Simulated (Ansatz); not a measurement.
# Calculations on HCl

## 1. Relaxation

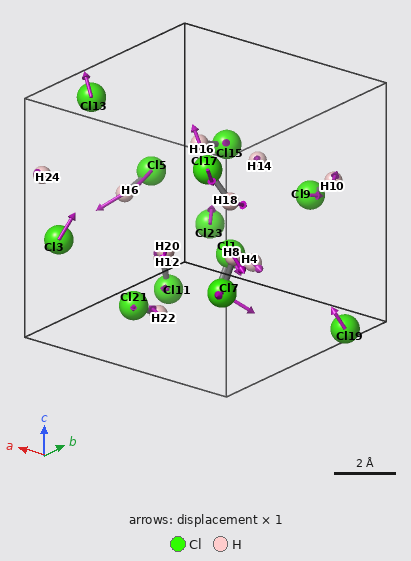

A relaxation of an amorphous cell of composition HCl. The starting structure is drawn; purple arrows show the displacements, at their true length.

Style: ball-and-stick. Shown: the cell of the calculation, from a free direction.

The cell holds 12 HCl. The run prepares the start of a later molecular dynamics calculation, from a guessed geometry.

Computed with DFT PBE-D3(BJ), scalar-relativistic, plane waves, PAW (Ansatz). (plane-wave cutoff 420 eV; k-point mesh 1 × 1 × 1; occupations fermi dirac; smearing width 0.05 eV; no spin polarisation; atoms relaxed in a fixed cell; force threshold 0.3 eV/Å; at most 15 steps)

Q: Describe the change and its energy.

A: The atom that moves furthest is an H atom (1.45 Å along [−2 1 −1]). By element the largest moves are H 1.45 Å, Cl 1.39 Å. The cell stays as it was. Near-neighbour distances that change, for instance: Cl–H 1.280 → 1.327 Å, Cl–H 1.280 → 1.303 Å. After 13 accepted moves (14 points after the start) the energy has fallen by 102 meV per atom. The largest force component goes from 0.9 to 0.03 eV/Å. 1 step only repeated the SCF at the same geometry. The forces were under the threshold at step 9, but the run went on from there.

Limits of the set-up: the periodic images lie only 8.5 Å apart, so the values are limited by the cell's size.

## 2. Dynamics

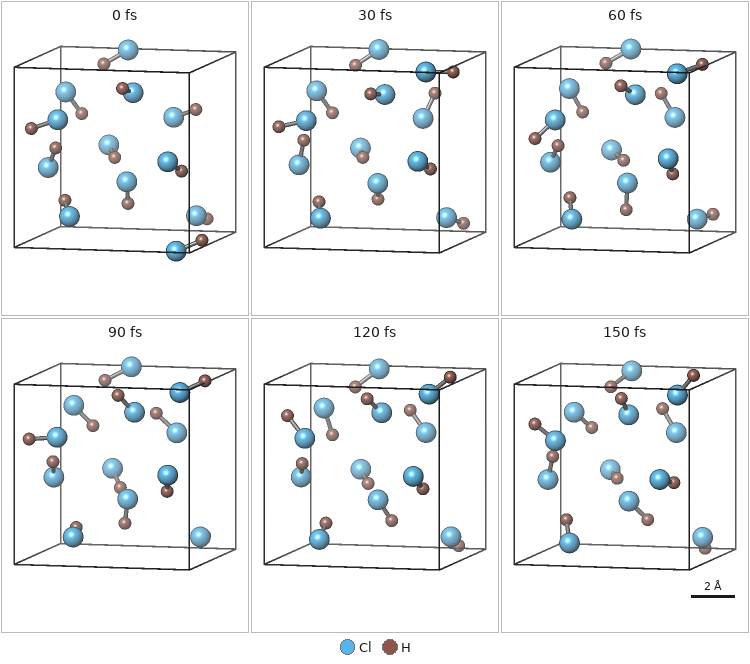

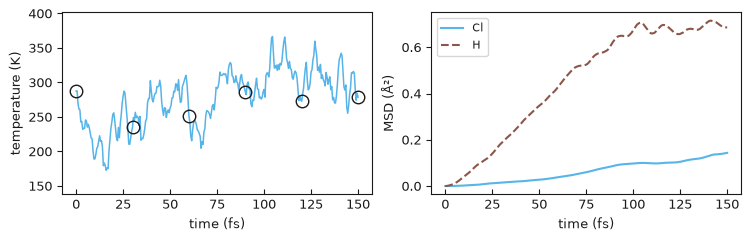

A Born-Oppenheimer molecular dynamics run of a periodic cell with 12 HCl at 1.187 g/cm³, 150 fs long. Frames and the history of the run. Style: ball-and-stick. Shown: the simulation cell, slightly off an axis. Atoms that leave the cell re-enter on the other side.

Computed with DFT PBE-D3(BJ), scalar-relativistic, plane waves, PAW (Ansatz 0.2.0). Settings: plane-wave cutoff 420 eV; k-point mesh 1 × 1 × 1; Fermi-Dirac smearing 0.05 eV; Langevin thermostat (NVT); set temperature 300 K; time step 0.5 fs; friction 0.02 per fs.

Describe the run.

Answer. The mean temperature in the second half is 306 K (standard deviation 22 K). The potential energy in the second half lies on average 29.0 meV per atom above the first frame. In the second half of the run the atoms are, in the root-mean-square, this far from where they began (common drift taken out): H 0.81 Å, Cl 0.32 Å. The heavy atoms stay within a fraction of a molecule's size of their starting places, while the hydrogen atoms travel further, as molecules turn; so short a run doesn't tell a liquid from a solid.

Limits of the set-up: the periodic images lie only 8.5 Å apart, so the values are limited by the cell's size.

The run took 12 min on 1 thread of Arm Neoverse V1 (shared host), peak memory 0.53 GiB.

## 3. Dynamics

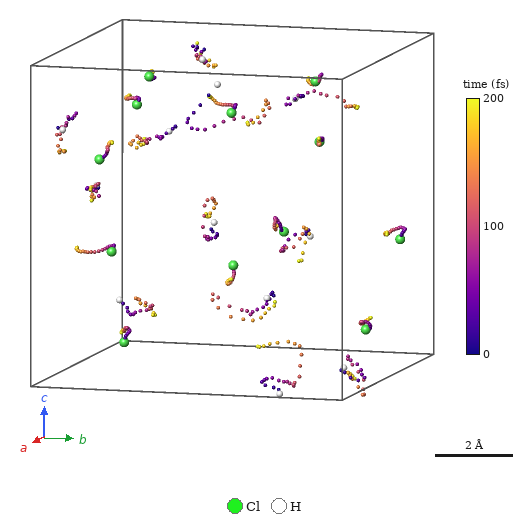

Molecular dynamics of a periodic cell with 12 HCl at 1.187 g/cm³, 200 fs long. It starts from the last geometry of an earlier run, with fresh velocities. Dots mark each atom's position at evenly spaced times, coloured by time; spheres stand at the starting positions. Seen slightly off an axis in the simulation cell.

Theory: DFT PBE-D3(BJ), scalar-relativistic, plane waves, PAW (Ansatz). Run with plane-wave cutoff 420 eV; k-point mesh 1 × 1 × 1; Fermi-Dirac smearing 0.05 eV; Langevin thermostat (NVT); set temperature 300 K; time step 0.5 fs; friction 0.02 per fs.

Q: Describe the motion.

A: In the second half of the run the atoms are, in the root-mean-square, this far from where they began (common drift taken out): H 1.07 Å, Cl 0.46 Å. The heavy atoms stay within a fraction of a molecule's size of their starting places, while the hydrogen atoms travel further, as molecules turn; so short a run doesn't tell a liquid from a solid. The mean temperature in the second half is 333 K (standard deviation 62 K). The potential energy in the second half lies on average 1.5 meV per atom above the first frame.

Limits of the set-up: the periodic images lie only 8.5 Å apart, so the values are limited by the cell's size.
